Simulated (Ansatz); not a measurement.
## Geometry relaxation of B$_{5}$N (part 2 of 2)

Continued. System: B$_{5}$N (P6/mmm, 6 atoms in the cell). Method: DFT PBE, scalar-relativistic, plane waves, PAW, no spin polarisation (Ansatz 0.2.0); cutoff 420 eV, 12×12×8 k-mesh, Gaussian smearing of 0.1 eV. The structure was made by a generator, so it may or may not be a known phase.

Geometry of the input (Å; fractional positions):
```
3.2958  0.0000  0.0000
-1.6479  2.8542  0.0000
0.0000  0.0000  5.7845
B  0.5000  0.5000  0.0000
B  0.3333  0.6667  0.5000
B  0.0000  0.5000  0.0000
B  0.5000  0.0000  0.0000
B  0.6667  0.3333  0.5000
N  0.0000  0.0000  0.5000
```

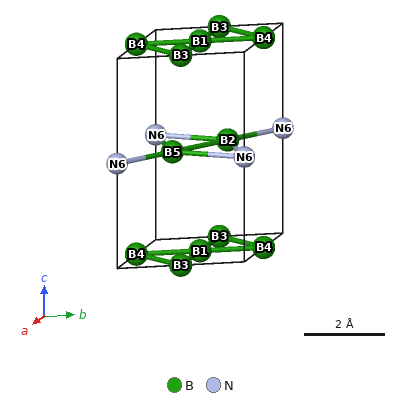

Fig. 1: The geometry at step 3 of the log (ball-and-stick view of the cell of the calculation, seen slightly off an axis; atoms are numbered from 1 in the order of the input).

## Log, continued
```
SCF iter   1: F=—  HF=-1154.503677 eV  |F-HF|=—  |Δ(HF+E_count)|=         —  Δρ=4.33e-4  dr2=3.51e-4  ethr=1.76e-6  ⟨swp⟩=2.6  Hψ=9255  notcnv=0
preconditioner: auto → Kerker (q_TF=auto, 2.327 Å⁻¹)  [metal: Δε(μ)=0.027 eV  Ē_g=10.225 eV  σ=0.100 eV  W_gap=0.15  n_scr=10 (ndim 8)  ℏωp=23.0 eV  f_vac=0.000  D(μ)=2.20/eV (n_scr^D=22)]
SCF iter   2: F=—  HF=-1154.503648 eV  |F-HF|=—  |Δ(HF+E_count)|=   2.89e-5  Δρ=2.70e-4  dr2=1.67e-4  ethr=1.76e-6  ⟨swp⟩=1.0  Hψ=1520  notcnv=0
SCF iter   3: F=—  HF=-1154.503618 eV  |F-HF|=—  |Δ(HF+E_count)|=   2.97e-5  Δρ=5.16e-5  dr2=3.92e-6  ethr=8.33e-7  ⟨swp⟩=1.0  Hψ=1522  notcnv=0
SCF iter   4: F=—  HF=-1154.503643 eV  |F-HF|=—  |Δ(HF+E_count)|=   2.46e-5  Δρ=1.07e-5  dr2=9.02e-8  ethr=1.96e-8  ⟨swp⟩=1.9  Hψ=2129  notcnv=0
iter 5 did not close the SCF: its close was put off for the readings that it lacked (scf_convergence_deferred on its scf_iter line)
SCF iter   5: F=-1154.503643 eV  HF=-1154.503643 eV  |F-HF|=1.99e-10  |Δ(HF+E_count)|=   1.82e-8  Δρ=2.71e-6  dr2=4.79e-9  ethr=4.51e-10  ⟨swp⟩=2.3  Hψ=2317  notcnv=0
SCF iter   6: F=-1154.503643 eV  HF=-1154.503643 eV  |F-HF|=3.37e-11  |Δ(HF+E_count)|=  7.11e-10  Δρ=5.89e-7  dr2=2.15e-10  ethr=2.39e-11  ⟨swp⟩=5.2  Hψ=7938  notcnv=0
SCF 5 converged in 6 iterations: F = -1154.503643 eV  dr2 = 2.15e-10
relax step   5: F+E_penalty+E_count = -1154.50364290 eV  Δ(F+E_penalty+E_count) = +3.201e-4 eV  max|allowed force component| = 1.086e-15 eV/Å  Δτ_max = 0.0000 Å  P = +0.005 GPa  Ω = 51.985 Å³  energy of the carried Pulay correction = +5.627e-3 eV  (6 SCF iters, dr2 threshold 2.54e-8 eV, accepted)
Initial wavefunctions: pseudopotential atomic-orbital guess (no wavefunctions were taken with the density)
iter 1 solved again at ethr=4.32e-8 eV; its pass at ethr=3.10e-3 eV (dr2=8.64e-6 eV) is discarded
SCF iter   1: F=—  HF=-1154.499257 eV  |F-HF|=—  |Δ(HF+E_count)|=         —  Δρ=1.87e-4  dr2=2.19e-6  ethr=4.32e-8  ⟨swp⟩=3.2  Hψ=11760  notcnv=0
preconditioner: auto → Kerker (q_TF=auto, 2.327 Å⁻¹)  [metal: Δε(μ)=0.028 eV  Ē_g=10.226 eV  σ=0.100 eV  W_gap=0.16  n_scr=10 (ndim 8)  ℏωp=23.0 eV  f_vac=0.000  D(μ)=2.20/eV (n_scr^D=22)]
SCF iter   2: F=—  HF=-1154.499292 eV  |F-HF|=—  |Δ(HF+E_count)|=   3.50e-5  Δρ=9.76e-5  dr2=5.36e-7  ethr=1.09e-8  ⟨swp⟩=2.6  Hψ=2453  notcnv=0
SCF iter   3: F=—  HF=-1154.499296 eV  |F-HF|=—  |Δ(HF+E_count)|=   4.21e-6  Δρ=6.35e-6  dr2=5.18e-9  ethr=2.68e-9  ⟨swp⟩=2.0  Hψ=2470  notcnv=0
SCF iter   4: F=—  HF=-1154.499296 eV  |F-HF|=—  |Δ(HF+E_count)|=   1.54e-8  Δρ=5.62e-7  dr2=1.67e-10  ethr=2.59e-11  ⟨swp⟩=2.0  Hψ=2443  notcnv=0
iter 5 did not close the SCF: its close was put off for the readings that it lacked (scf_convergence_deferred on its scf_iter line)
SCF iter   5: F=-1154.499296 eV  HF=-1154.499296 eV  |F-HF|=2.27e-13  |Δ(HF+E_count)|=  6.14e-12  Δρ=1.25e-7  dr2=1.11e-11  ethr=1.00e-12  ⟨swp⟩=2.1  Hψ=2492  notcnv=0
SCF iter   6: F=-1154.499296 eV  HF=-1154.499296 eV  |F-HF|=0.00e0  |Δ(HF+E_count)|=  2.96e-12  Δρ=2.68e-8  dr2=4.61e-13  ethr=1.00e-12  ⟨swp⟩=4.9  Hψ=7220  notcnv=0
SCF 6 converged in 6 iterations: F = -1154.499296 eV  dr2 = 4.61e-13
relax step   6: F+E_penalty+E_count = -1154.49929599 eV  Δ(F+E_penalty+E_count) = +4.347e-3 eV  max|allowed force component| = 8.635e-16 eV/Å  Δτ_max = 0.0000 Å  P = -0.088 GPa  Ω = 51.985 Å³  stress off target by 1.66e-1 GPa  SCF on the basis re-selected at this cell (its energy is not comparable with the rows above)  (6 SCF iters)
basis re-selected at this cell: Δ(F+E_penalty+E_count) = +4.347e-3 eV, ΔP = -0.093 GPa vs the last step (what re-selecting the basis moved, of the pressure what is left beyond the Pulay correction that the steps carried, after the strain that the cell walked since its last selection, with what the two solves' SCF thresholds leave and, on support functions, any second-order correction that the steps lacked; it is no measure of the basis error at this ecutwfc). This SCF's stress stands 1.66e-1 GPa from its target on what of the cell is left free (relax.cell.stress_tol is 5.00e-2 GPa) and its largest allowed force component is 8.64e-16 eV/Å (relax.f_tol is 1.00e-2 eV/Å): not within both, so this SCF does not close the relaxation
Crystal: 6 atoms, lattice volume = 51.748 Å³
Basis set: ecut = 420 eV, 1039 PW (Γ), exchange–correlation on 48×48×80 points (8 copies of the dense FFT grid, shifted against one another)
iter 1 solved again at ethr=3.98e-6 eV; its pass at ethr=3.10e-3 eV (dr2=7.97e-4 eV) is discarded
SCF iter   1: F=—  HF=-1154.500180 eV  |F-HF|=—  |Δ(HF+E_count)|=         —  Δρ=6.42e-4  dr2=7.85e-4  ethr=3.98e-6  ⟨swp⟩=2.6  Hψ=9405  notcnv=0
preconditioner: auto → Kerker (q_TF=auto, 2.329 Å⁻¹)  [metal: Δε(μ)=0.037 eV  Ē_g=10.239 eV  σ=0.100 eV  W_gap=0.21  n_scr=10 (ndim 8)  ℏωp=23.1 eV  f_vac=0.000  D(μ)=2.24/eV (n_scr^D=22)]
SCF iter   2: F=—  HF=-1154.500111 eV  |F-HF|=—  |Δ(HF+E_count)|=   6.96e-5  Δρ=4.04e-4  dr2=3.78e-4  ethr=3.93e-6  ⟨swp⟩=1.0  Hψ=1520  notcnv=0
SCF iter   3: F=—  HF=-1154.500039 eV  |F-HF|=—  |Δ(HF+E_count)|=   7.22e-5  Δρ=7.84e-5  dr2=7.71e-6  ethr=1.89e-6  ⟨swp⟩=1.0  Hψ=1522  notcnv=0
SCF iter   4: F=—  HF=-1154.500062 eV  |F-HF|=—  |Δ(HF+E_count)|=   2.32e-5  Δρ=1.61e-5  dr2=2.68e-7  ethr=3.86e-8  ⟨swp⟩=2.2  Hψ=2306  notcnv=0
iter 5 did not close the SCF: its close was put off for the readings that it lacked (scf_convergence_deferred on its scf_iter line)
SCF iter   5: F=-1154.500062 eV  HF=-1154.500062 eV  |F-HF|=1.81e-9  |Δ(HF+E_count)|=   6.08e-8  Δρ=4.23e-6  dr2=1.28e-8  ethr=1.34e-9  ⟨swp⟩=2.4  Hψ=2310  notcnv=0
SCF iter   6: F=-1154.500062 eV  HF=-1154.500062 eV  |F-HF|=1.71e-10  |Δ(HF+E_count)|=   1.82e-9  Δρ=8.41e-7  dr2=6.33e-10  ethr=6.41e-11  ⟨swp⟩=5.3  Hψ=8159  notcnv=0
SCF 7 converged in 6 iterations: F = -1154.500062 eV  dr2 = 6.33e-10
relax step   7: F+E_penalty+E_count = -1154.50006166 eV  Δ(F+E_penalty+E_count) = -7.657e-4 eV  max|allowed force component| = 6.415e-16 eV/Å  Δτ_max = 0.0000 Å  P = +0.008 GPa  Ω = 51.748 Å³  energy of the carried Pulay correction = +6.457e-4 eV  (6 SCF iters, dr2 threshold 6.88e-8 eV, accepted)
iter 1 solved again at ethr=3.22e-8 eV; its pass at ethr=3.10e-3 eV (dr2=6.44e-6 eV) is discarded
SCF iter   1: F=—  HF=-1154.499417 eV  |F-HF|=—  |Δ(HF+E_count)|=         —  Δρ=2.37e-5  dr2=4.06e-8  ethr=3.22e-8  ⟨swp⟩=3.4  Hψ=11894  notcnv=0
preconditioner: auto → Kerker (q_TF=auto, 2.329 Å⁻¹)  [metal: Δε(μ)=0.036 eV  Ē_g=10.238 eV  σ=0.100 eV  W_gap=0.20  n_scr=10 (ndim 8)  ℏωp=23.1 eV  f_vac=0.000  D(μ)=2.22/eV (n_scr^D=22)]
SCF iter   2: F=—  HF=-1154.499447 eV  |F-HF|=—  |Δ(HF+E_count)|=   2.95e-5  Δρ=1.24e-5  dr2=9.55e-9  ethr=2.03e-10  ⟨swp⟩=2.0  Hψ=2394  notcnv=0
SCF iter   3: F=—  HF=-1154.499447 eV  |F-HF|=—  |Δ(HF+E_count)|=   6.35e-8  Δρ=9.24e-7  dr2=1.01e-10  ethr=4.77e-11  ⟨swp⟩=2.0  Hψ=2468  notcnv=0
iter 4 did not close the SCF: its close was put off for the readings that it lacked (scf_convergence_deferred on its scf_iter line)
SCF iter   4: F=-1154.499447 eV  HF=-1154.499447 eV  |F-HF|=5.00e-12  |Δ(HF+E_count)|=  3.82e-10  Δρ=1.35e-7  dr2=1.44e-11  ethr=1.00e-12  ⟨swp⟩=2.7  Hψ=2496  notcnv=0
iter 5 did not close the SCF: its close was put off for the readings that it lacked (scf_convergence_deferred on its scf_iter line)
SCF iter   5: F=-1154.499447 eV  HF=-1154.499447 eV  |F-HF|=1.14e-12  |Δ(HF+E_count)|=  1.59e-12  Δρ=3.59e-8  dr2=1.59e-12  ethr=1.00e-12  ⟨swp⟩=1.0  Hψ=1520  notcnv=0
iter 6 did not close the SCF: its close was put off for the readings that it lacked (scf_convergence_deferred on its scf_iter line)
SCF iter   6: F=-1154.499447 eV  HF=-1154.499447 eV  |F-HF|=6.82e-13  |Δ(HF+E_count)|=  6.82e-13  Δρ=7.13e-9  dr2=2.82e-14  ethr=1.00e-12  ⟨swp⟩=1.0  Hψ=1520  notcnv=0
iter 7 did not close the SCF: its close was put off for the readings that it lacked (scf_convergence_deferred on its scf_iter line)
SCF iter   7: F=-1154.499447 eV  HF=-1154.499447 eV  |F-HF|=2.27e-13  |Δ(HF+E_count)|=  4.55e-13  Δρ=1.31e-9  dr2=1.04e-15  ethr=1.00e-12  ⟨swp⟩=1.0  Hψ=1520  notcnv=0
SCF iter   8: F=-1154.499447 eV  HF=-1154.499447 eV  |F-HF|=0.00e0  |Δ(HF+E_count)|=  2.27e-13  Δρ=4.08e-10  dr2=8.16e-17  ethr=1.00e-12  ⟨swp⟩=2.9  Hψ=5213  notcnv=0
SCF 8 converged in 8 iterations: F = -1154.499447 eV  dr2 = 8.16e-17
relax step   8: F+E_penalty+E_count = -1154.49944661 eV  Δ(F+E_penalty+E_count) = +6.150e-4 eV  max|allowed force component| = 1.110e-15 eV/Å  Δτ_max = 0.0000 Å  P = -0.001 GPa  Ω = 51.748 Å³  stress off target by 2.33e-2 GPa  SCF on the basis re-selected at this cell (its energy is not comparable with the rows above)  (8 SCF iters)
basis re-selected at this cell: Δ(F+E_penalty+E_count) = +6.150e-4 eV, ΔP = -0.009 GPa vs the last step (what re-selecting the basis moved, of the pressure what is left beyond the Pulay correction that the steps carried, after the strain that the cell walked since its last selection, with what the two solves' SCF thresholds leave and, on support functions, any second-order correction that the steps lacked; it is no measure of the basis error at this ecutwfc). This SCF's stress stands 2.33e-2 GPa from its target on what of the cell is left free (relax.cell.stress_tol is 5.00e-2 GPa) and its largest allowed force component is 1.11e-15 eV/Å (relax.f_tol is 1.00e-2 eV/Å): within both
SCF converged after 8 iterations
Free energy (F): -1154.499447 eV
Harris-Foulkes:  -1154.499447 eV  (|F-HF|=0.00e0)
Internal energy: -1154.488362 eV  (E = F + TS)
E sigma→0 (E₀):  -1154.493904 eV
Entropy (-TS):   -0.011085 eV (-1.848 meV/atom)
Fermi energy:    7.289771 eV
--- Per-component energies (eV) ---
  E_band       = 11.746688
  E_kinetic    = 355.764352
  E_local      = -369.571304  (includes V_loc(G=0)·N_el)
  E_nonlocal   = 108.607312
  E_hartree    = 103.412238
  E_xc         = -214.999125
  E_vxc        = -259.447233  (∫ρ·V_xc dr)
  E_paw        = -518.353867  (= ΣΔE_a)
  E_vpaw       = -30.430974  (= ΣTr[D̂ρ^β])
  E_aug_tail   = 0.000058  (compensation charges beyond the density's cutoff)
  E_ewald      = -619.348025
  E_smearing   = -0.011085  (= −TS)
  E_closure    = -0.000000  (closes the sum)
  Σ components = -1154.499447   (vs F -1154.499447, Δ=0.00e0)
--- Forces (eV/Å), atoms counted from 1 ---
  atom   1  B      0.00000000    -0.00000000     0.00000000
  atom   2  B     -0.00000000    -0.00000000     0.00000000
  atom   3  B     -0.00000000     0.00000000     0.00000000
  atom   4  B      0.00000000    -0.00000000     0.00000000
  atom   5  B      0.00000000     0.00000000     0.00000000
  atom   6  N      0.00000000     0.00000000     0.00000000
  max |Σ_I F_I| component: 5.92e-31 eV/Å
--- Stress (GPa, compression-positive) ---
        0.010190       0.000000       0.000000
        0.000000       0.010190       0.000000
        0.000000       0.000000      -0.023279
  P = ⅓ Tr σ = -0.0010 GPa (-0.010 kbar)
--- Band table (eV; the first three rows and the last of 95) ---
  k-point 0: bands = ["-10.5441", "-5.3211", "-0.2596", "0.6264", "2.2334", "2.2334", "3.8536", "5.4256", "5.4256", "5.6275", "6.6961", "6.6961", "10.7492", "12.6853", "13.4011", "13.4011"]
  k-point 1: bands = ["-10.5381", "-5.3761", "-0.0747", "0.6263", "2.2356", "2.2356", "3.7535", "5.4265", "5.4265", "5.5320", "6.6894", "6.6894", "10.5950", "12.6320", "13.3510", "13.3510"]
  k-point 2: bands = ["-10.5232", "-5.5017", "0.4342", "0.6263", "2.2404", "2.2404", "3.4129", "5.3298", "5.4284", "5.4284", "6.6732", "6.6732", "10.2985", "12.5248", "13.2417", "13.2417"]
  k-point 94: bands = ["-8.6870", "-3.1707", "-3.1707", "-2.3518", "-2.3518", "0.9067", "5.0939", "7.1176", "7.1176", "8.0569", "8.0569", "8.1193", "10.7528", "10.7528", "10.8013", "10.8013"]
--- Relaxed structure (6 steps of the walk, 6 accepted, 2 SCFs on fresh bases) ---
  F+E_penalty+E_count = -1154.49944661 eV   max|allowed force component| = 1.110e-15 eV/Å   (the final SCF, on the basis selected at the relaxed cell)
  cell:  # Å, volume = 51.7484 Å³
    - [3.2955491150401564, -2.886584512930953e-11, 0.0]
    - [-1.6477745574950797, 2.8540292530585334, 0.0]
    - [0.0, 0.0, 5.5018755241676764]
  atoms:
    - { symbol: B, position: [0.5, 0.5, 0.0] }
    - { symbol: B, position: [0.3333333333333333, 0.6666666666666667, 0.5] }
    - { symbol: B, position: [0.0, 0.5, 0.0] }
    - { symbol: B, position: [0.5, 0.0, 0.0] }
    - { symbol: B, position: [0.6666666666666667, 0.3333333333333333, 0.5] }
    - { symbol: N, position: [-6.6190698000185685e-34, 9.11688432947224e-33, 0.5] }
```

## Trajectory as extended XYZ (Å, eV, eV/Å), 8 frames, from step=1 to step=8
```
6
Lattice="3.2958 0.0000 0.0000 -1.6479 2.8542 0.0000 0.0000 0.0000 5.7845" Properties=species:S:1:pos:R:3:forces:R:3 step=1 energy=-1154.48745 pressure_GPa=-0.48
B     0.8239    1.4271    0.0000    0.0000   0.0000   0.0000
B     0.0000    1.9028    2.8923    0.0000   0.0000   0.0000
B    -0.8239    1.4271    0.0000    0.0000   0.0000   0.0000
B     1.6479    0.0000    0.0000    0.0000   0.0000   0.0000
B     1.6479    0.9514    2.8923    0.0000   0.0000   0.0000
N     0.0000    0.0000    2.8923    0.0000   0.0000   0.0000
6
Lattice="3.2955 0.0000 0.0000 -1.6478 2.8540 0.0000 0.0000 0.0000 5.6464" Properties=species:S:1:pos:R:3:forces:R:3 step=2 energy=-1154.49832 pressure_GPa=-0.24
B     0.8239    1.4270    0.0000    0.0000   0.0000   0.0000
B     0.0000    1.9027    2.8232    0.0000   0.0000   0.0000
B    -0.8239    1.4270    0.0000    0.0000   0.0000   0.0000
B     1.6478    0.0000    0.0000    0.0000   0.0000   0.0000
B     1.6478    0.9513    2.8232    0.0000   0.0000   0.0000
N     0.0000    0.0000    2.8232    0.0000   0.0000   0.0000
6
Lattice="3.2961 0.0000 0.0000 -1.6480 2.8545 0.0000 0.0000 0.0000 5.4518" Properties=species:S:1:pos:R:3:forces:R:3 step=3 energy=-1154.50431 pressure_GPa=0.16
B     0.8240    1.4272    0.0000    0.0000   0.0000   0.0000
B     0.0000    1.9030    2.7259    0.0000   0.0000   0.0000
B    -0.8240    1.4272    0.0000    0.0000   0.0000   0.0000
B     1.6480    0.0000    0.0000    0.0000   0.0000   0.0000
B     1.6480    0.9515    2.7259    0.0000   0.0000   0.0000
N     0.0000    0.0000    2.7259    0.0000   0.0000   0.0000
6
Lattice="3.2959 0.0000 0.0000 -1.6480 2.8544 0.0000 0.0000 0.0000 5.5093" Properties=species:S:1:pos:R:3:forces:R:3 step=4 energy=-1154.50396 pressure_GPa=0.03
B     0.8240    1.4272    0.0000    0.0000   0.0000   0.0000
B     0.0000    1.9029    2.7546    0.0000   0.0000   0.0000
B    -0.8240    1.4272    0.0000    0.0000   0.0000   0.0000
B     1.6480    0.0000    0.0000    0.0000   0.0000   0.0000
B     1.6480    0.9515    2.7546    0.0000   0.0000   0.0000
N     0.0000    0.0000    2.7546    0.0000   0.0000   0.0000
6
Lattice="3.2958 0.0000 0.0000 -1.6479 2.8542 0.0000 0.0000 0.0000 5.5263" Properties=species:S:1:pos:R:3:forces:R:3 step=5 energy=-1154.50364 pressure_GPa=0.01
B     0.8239    1.4271    0.0000    0.0000   0.0000   0.0000
B     0.0000    1.9028    2.7631    0.0000   0.0000   0.0000
B    -0.8239    1.4271    0.0000    0.0000   0.0000   0.0000
B     1.6479    0.0000    0.0000    0.0000   0.0000   0.0000
B     1.6479    0.9514    2.7631    0.0000   0.0000   0.0000
N     0.0000    0.0000    2.7631    0.0000   0.0000   0.0000
6
Lattice="3.2958 0.0000 0.0000 -1.6479 2.8542 0.0000 0.0000 0.0000 5.5263" Properties=species:S:1:pos:R:3:forces:R:3 step=6 energy=-1154.49930 pressure_GPa=-0.09
B     0.8239    1.4271    0.0000    0.0000   0.0000   0.0000
B     0.0000    1.9028    2.7631    0.0000   0.0000   0.0000
B    -0.8239    1.4271    0.0000    0.0000   0.0000   0.0000
B     1.6479    0.0000    0.0000    0.0000   0.0000   0.0000
B     1.6479    0.9514    2.7631    0.0000   0.0000   0.0000
N     0.0000    0.0000    2.7631    0.0000   0.0000   0.0000
6
Lattice="3.2955 0.0000 0.0000 -1.6478 2.8540 0.0000 0.0000 0.0000 5.5019" Properties=species:S:1:pos:R:3:forces:R:3 step=7 energy=-1154.50006 pressure_GPa=0.01
B     0.8239    1.4270    0.0000    0.0000   0.0000   0.0000
B     0.0000    1.9027    2.7509    0.0000   0.0000   0.0000
B    -0.8239    1.4270    0.0000    0.0000   0.0000   0.0000
B     1.6478    0.0000    0.0000    0.0000   0.0000   0.0000
B     1.6478    0.9513    2.7509    0.0000   0.0000   0.0000
N     0.0000    0.0000    2.7509    0.0000   0.0000   0.0000
6
Lattice="3.2955 0.0000 0.0000 -1.6478 2.8540 0.0000 0.0000 0.0000 5.5019" Properties=species:S:1:pos:R:3:forces:R:3 step=8 energy=-1154.49945 pressure_GPa=-0.00
B     0.8239    1.4270    0.0000    0.0000   0.0000   0.0000
B     0.0000    1.9027    2.7509    0.0000   0.0000   0.0000
B    -0.8239    1.4270    0.0000    0.0000   0.0000   0.0000
B     1.6478    0.0000    0.0000    0.0000   0.0000   0.0000
B     1.6478    0.9513    2.7509    0.0000   0.0000   0.0000
N     0.0000    0.0000    2.7509    0.0000   0.0000   0.0000
```

## Summary

- outcome: converged
- space group (tolerance 0.01 Å): P6/mmm (191)
- electrons treated: 20
- free energy: −1154.4994 eV
- Fermi energy: 7.290 eV
- gap on the k-point mesh: none (metallic)
- pressure: 0.00 GPa
- final volume: 51.75 Å³
- largest force (length of the vector) at the end: under 0.001 eV/Å
- final cell: a = 3.296 Å, b = 3.296 Å, c = 5.502 Å, α = 90.00°, β = 90.00°, γ = 120.00°
- hardware: 1 thread of Arm Neoverse V1, 24 GiB of memory available, shared host
- wall time: 44 s
- peak memory: 0.38 GiB
